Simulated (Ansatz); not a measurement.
H

```cif
data_structure
_symmetry_space_group_name_H-M 'P 1'
_symmetry_Int_Tables_number 1
_cell_length_a 0.9727
_cell_length_b 2.6465
_cell_length_c 2.6748
_cell_angle_alpha 89.292
_cell_angle_beta 89.042
_cell_angle_gamma 89.622
_cell_volume 6.88
loop_
_atom_site_label
_atom_site_type_symbol
_atom_site_fract_x
_atom_site_fract_y
_atom_site_fract_z
_atom_site_occupancy
H1 H 0.00000 0.00000 0.00000 1
```

Space group P-1; a structure from a database of computed crystals, not necessarily the ambient phase; changed on purpose from its base cell (cell strained at random at fixed volume); computed pressure about 3 GPa in this cell.

The calculation used Ansatz, Kohn-Sham DFT of a periodic cell, PBE, Ansatz PAW.

Core electrons are frozen (PAW), and the valence fields are smoothed inside the atomic spheres.

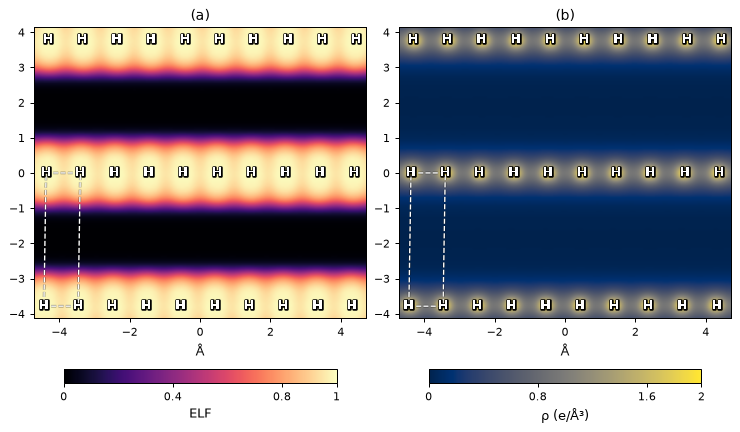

Figure 1. (a) ELF; (b) valence pseudo-density on the (011̄) plane of the conventional cell.

Q: Read the bonding off the picture.

A: The plane passes through H nuclei.
H–H (0.97 Å): ρ is about 0.94 e/Å³ halfway; the ELF is about 0.95 at the midpoint.
Between the atoms the lowest density in this plane is 0.005 e/Å³.

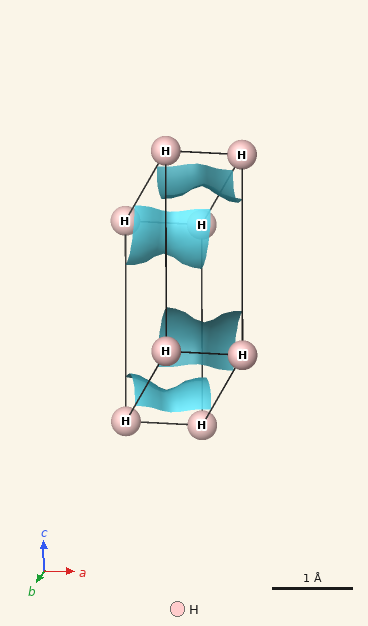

Figure 2. Isosurface of the electron localisation function at 0.9 (cyan), seen at an oblique angle. Only the valence region is drawn (cores and ρ < 0.01 e/Å³ removed).

Q: What do the ELF domains correspond to?

A: The surface consists of channels that run through the cell in one direction, counted in one cell of 1 atoms. Any copies at cell faces, edges or corners count once. There are no localised bonds or lone pairs at this value.
